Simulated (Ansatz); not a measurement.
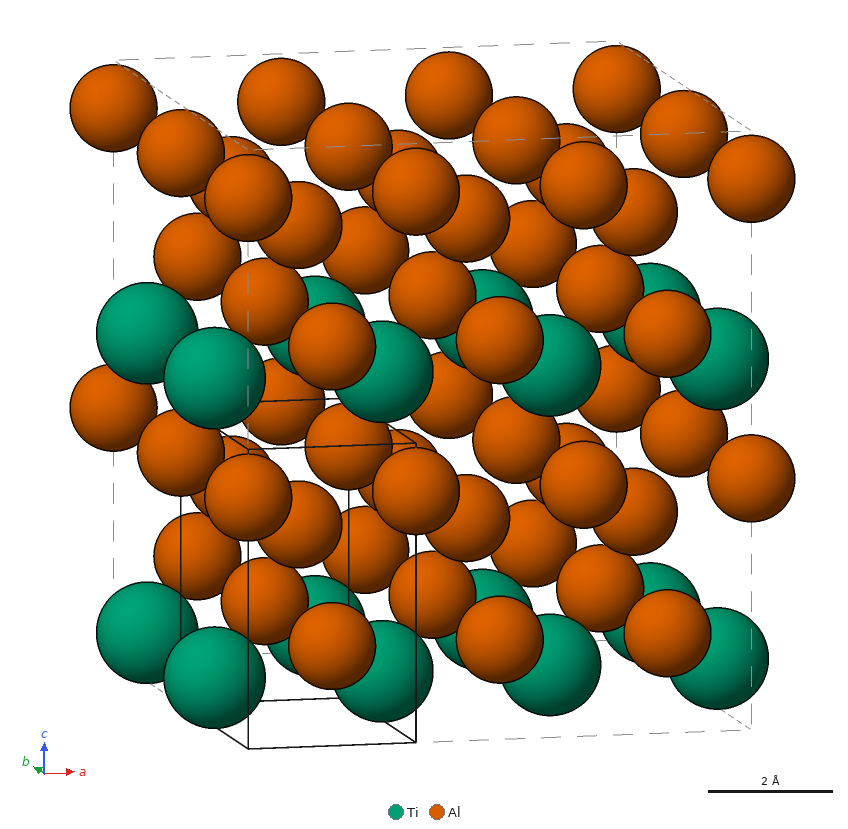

The structure above is drawn in spheres-only style and viewed slightly off an axis. The picture spans 3×2×2 cells, one conventional unit cell being drawn with solid lines. Cell: a = 2.781 Å, b = 4.671 Å, c = 4.893 Å, α = 90.00°, β = 90.00°, γ = 90.00°.

State composition, symmetry and coordination.

- Formula: TiAl3.
- Symmetry: Pmm2 (No. 25), primitive orthorhombic lattice.
- One cell contains 1 Ti, 3 Al, 4 atoms in all.
- Each Ti atom is coordinated by ten Al and two Ti in an anticuboctahedral arrangement (about 2.8 Å to Al, 2.8 Å to Ti). Al takes three kinds of site: 1d with eight Al and four Ti in an anticuboctahedral arrangement (about 2.8 to 2.9 Å to Al, 2.8 Å to Ti); 1c with eight Al and four Ti in an anticuboctahedral arrangement (about 2.8 Å to Al, 2.8 Å to Ti); 1a with ten Al and two Ti in an anticuboctahedral arrangement (about 2.8 to 2.9 Å to Al, 2.8 Å to Ti).

Provenance: a structure listed in the Materials Project. Earlier steps of the study, as a rule a relaxation of our own, may have changed the cell and positions, so they can lie some per cent off the listed ones. It went into a calculation with Ansatz.
